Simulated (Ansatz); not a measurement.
System: NaI, space group I4_1/amd (No. 141).

Structure:
```
CELL_PARAMETERS angstrom
-2.21451 2.21451 8.36377
2.21451 -2.21451 8.36377
2.21451 2.21451 -8.36377
ATOMIC_POSITIONS crystal
Na 0.25000 0.75000 0.50000
Na 0.50000 0.50000 0.00000
I 0.75000 0.25000 0.50000
I 0.00000 0.00000 0.00000
```

Calculation (Ansatz 0.2.0): homogeneous strain of a crystal along one Voigt pattern with engineering shear, fractional coordinates fixed, by plane-wave density functional theory with PAW datasets, free energies less that of the undisturbed cell; scalar-relativistic. Level: PBE with D3(BJ), no spin polarisation.

```tsv
setting	value
wave cutoff	420 eV
k mesh	8×8×8
occupations	Gaussian
smearing width	0.05 eV
k shift	(0, 0, 0) (mesh steps)
start	as given
strain pattern	(0, 1, 0, 0, 0, 0) (xx yy zz yz xz xy with engineering shear)
```

Describe the result: the energy change and tensile stress summed over the strain pattern against strain. The strain takes the values −0.020, −0.010, 0.000, 0.005, 0.015.

The energy falls towards negative values, so the start isn't a stationary minimum along this path. The energy change rises from −2.13 meV/atom at strain −0.020 to 3.96 meV/atom at 0.015. The tensile stress summed over the strain pattern rises from 0.039 GPa at strain −0.020 to 1.276 GPa at 0.015.

```csv
strain,energy change (meV/atom),tensile stress summed over the strain pattern (GPa)
-0.020,-2.13,0.039
-0.010,-1.54,0.420
0.000,0.00,0.778
0.005,1.11,0.949
0.015,3.96,1.276
```

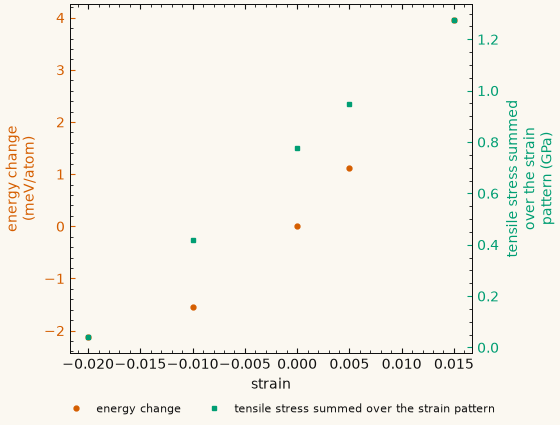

Caveats: reference crystal is not relaxed.
